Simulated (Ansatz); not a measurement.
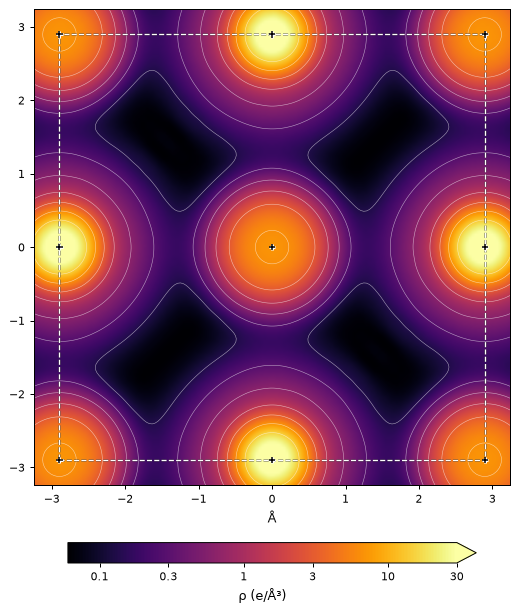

The valence electron density on a plane through atoms (crosses mark nuclei in the plane).

The calculation used Ansatz, DFT LDA, scalar-relativistic, plane waves, PAW.

Candidates:
A. As, a = 3.71 Å, b = 10.77 Å, c = 4.21 Å, α = 90.00°, β = 90.00°, γ = 90.00°. Space group Cmce.
B. CaSe, a = 5.79 Å, b = 5.79 Å, c = 5.79 Å, α = 90.00°, β = 90.00°, γ = 90.00°. Space group Fm-3m.

Which candidate gave the map?

Candidate B: CaSe on the (010) plane of the conventional cell, which holds Ca and Se. Ca–Se (2.90 Å): the density is about 0.21 e/Å³ at the midpoint, with its minimum of 0.18 e/Å³ about 1.3 Å from Ca.
